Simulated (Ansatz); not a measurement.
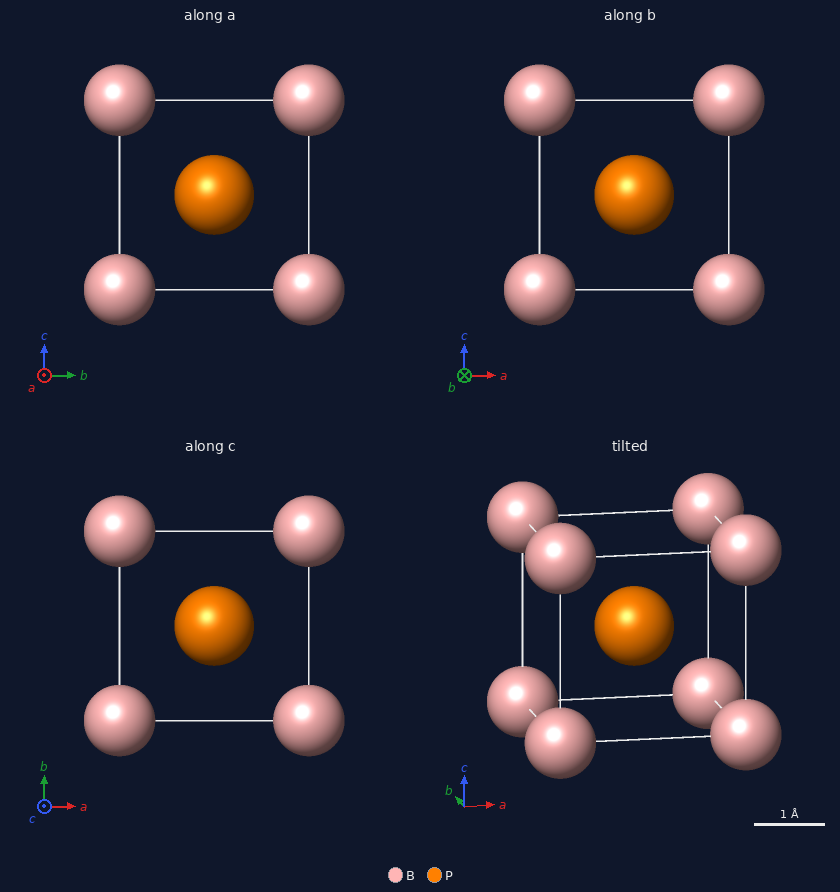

The crystal in a spheres-only representation, seen along the a axis, along the b axis, along the c axis and slightly off an axis. The lines enclose the conventional unit cell; boundary atoms appear with their images.

Lattice parameters: a = 2.7081 Å, b = 2.7081 Å, c = 2.7081 Å, α = 90.000°, β = 90.000°, γ = 90.000°.

### Record the structure as a CIF with its space group and independent sites.

```cif
data_structure
_symmetry_space_group_name_H-M 'P m -3 m'
_symmetry_Int_Tables_number 221
_cell_length_a 2.7081
_cell_length_b 2.7081
_cell_length_c 2.7081
_cell_angle_alpha 90.000
_cell_angle_beta 90.000
_cell_angle_gamma 90.000
_cell_volume 19.86
loop_
_atom_site_label
_atom_site_type_symbol
_atom_site_symmetry_multiplicity
_atom_site_Wyckoff_symbol
_atom_site_fract_x
_atom_site_fract_y
_atom_site_fract_z
_atom_site_occupancy
B1 B 1 a 0.0000 0.0000 0.0000 1
P1 P 1 b 0.5000 0.5000 0.5000 1
```

Source of the structure: a structure type filled with these elements by a generator (whether the compound takes this form wasn't checked). Earlier steps of the study may have refined or changed the cell and positions. It was run through Ansatz as a DFT input.

At this level of theory the cell isn't at rest (compressed, at 4 GPa), so its distances can differ from those at equilibrium, the more so the softer the solid.
